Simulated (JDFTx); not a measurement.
## Energy of Ti along an even scaling of the cell

System: Ti (2 atoms in the cell).
Method: Kohn-Sham DFT of a periodic cell, PBE, PseudoDojo-SR-PBE-0.5-standard, no spin polarisation (JDFTx 1.7.0 (patched build)).

The 7 runs differ only in the geometry, by an even scaling of the cell at fixed fractional positions. The structure derives from an entry of the Crystallography Open Database.

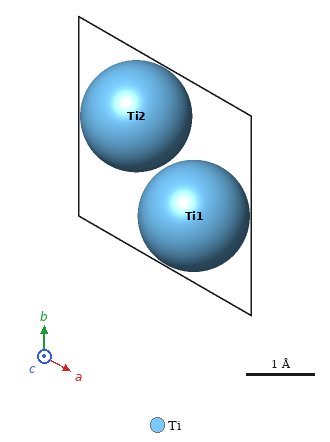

Figure 1. The structure of run 4 (spheres-only view of the cell of the calculation, along the c axis; atoms are numbered from 1 in the order of the input).

### Input of run 4
```
lattice \
    5.5746920676    -2.7873460338     0.0000000000 \
    0.0000000000     4.8278249489     0.0000000000 \
    0.0000000000     0.0000000000     8.8439182632
coords-type Lattice
ion Ti     0.6666666667     0.3333333333     0.7500000000 1
ion Ti     0.3333333333     0.6666666667     0.2500000000 1

ion-species pseudo/Ti.upf
elec-cutoff 42
elec-ex-corr gga-PBE
kpoint-folding 10 10 6
elec-smearing Fermi 0.0018374661
elec-n-bands 18
electronic-SCF nIterations 100 energyDiffThreshold 1e-09
electronic-minimize nIterations 30 energyDiffThreshold 1e-7
forces-output-coords Cartesian

dump-name run.$VAR
dump End Ecomponents EigStats BandEigs Kpoints Forces Stress
```

Command:
```bash
jdftx -c 1 -i Ti.in -o Ti.out
```

Lattice vectors (Å) and fractional positions of run 4:
```
   2.950000    0.000000    0.000000
  -1.475000    2.554775    0.000000
   0.000000    0.000000    4.680000
Ti  0.666667  0.333333  0.750000
Ti  0.333333  0.666667  0.250000
```

Run 3 differs from it as follows:
```diff
-    5.5746920676    -2.7873460338     0.0000000000 \
-    0.0000000000     4.8278249489     0.0000000000 \
-    0.0000000000     0.0000000000     8.8439182632
+    5.5372768995    -2.7686384499     0.0000000000 \
+    0.0000000000     4.7954224629     0.0000000000 \
+    0.0000000000     0.0000000000     8.7845613186
```

### Results, with one run withheld

| run | volume per atom (Å³) | free energy per atom, from the lowest run given (meV) | pressure (GPa) |
| --- | --- | --- | --- |
| 1 | 16.577 | 14.36 | 6.00 |
| 2 | 16.930 | 4.11 | 3.32 |
| 3 | 17.283 | ? | ? |
| 4 | 17.636 | 0.00 | −1.35 |
| 5 | 17.988 | 5.21 | −3.38 |
| 6 | 18.341 | 14.69 | −5.24 |
| 7 | 18.694 | 28.11 | −6.95 |

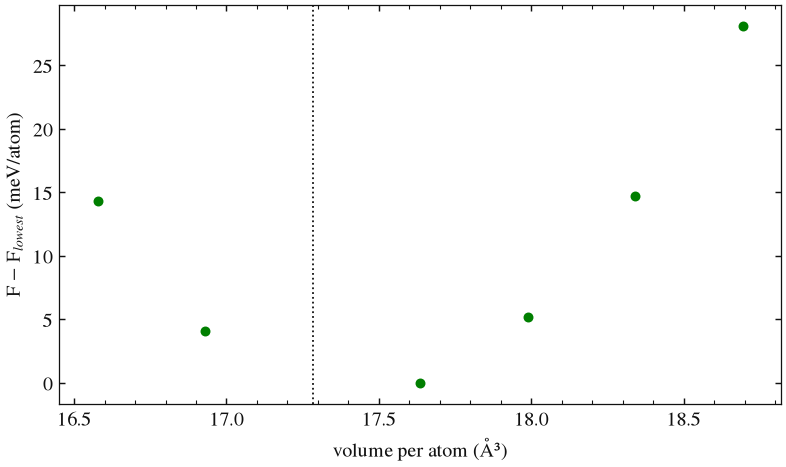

Figure 2. Free energy per atom of the runs given; the dotted line marks run 3.

Fit the runs given and predict run 3.

A cubic polynomial in V^(−2/3) (the Birch–Murnaghan form), fitted to the 6 runs given, misses them by at most 0.01 meV per atom. With x = V^(−2/3) − 0.14742 Å⁻², it reads F = 0.28362 − 1706.2 x + 6.1805e+05 x² − 1.0771e+06 x³ (meV per atom). At run 3 it gives −0.51 meV per atom, and the run itself gives −0.52. The slope of the fit gives a pressure −dF/dV of 0.90 GPa there, and the run prints 0.89 GPa. The fit has its minimum at 17.421 Å³ per atom, where V d²F/dV² gives 111 GPa. Cell shape and fractional positions are held, so this is the stiffness under even scaling; the relaxed bulk modulus wasn't computed.

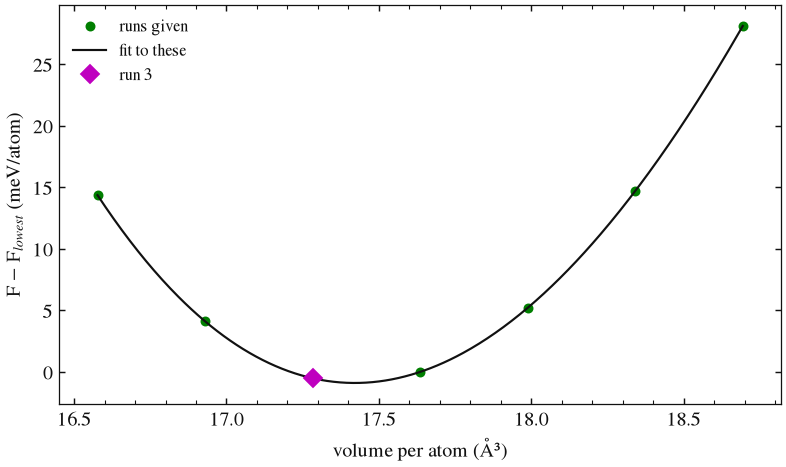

Figure 3. The fit and the withheld run.

### Some lines of the output (run 3)
```
[...]
unit cell volume = 233.262
     Etot =     -116.6263891634326768
        F =     -116.6271025039423677
	HOMO-LUMO gap: +0.000675
	Optical gap  : +0.006119 at state 54 ( [ +0.300000 +0.300000 +0.333333 ] spin 0 )
```
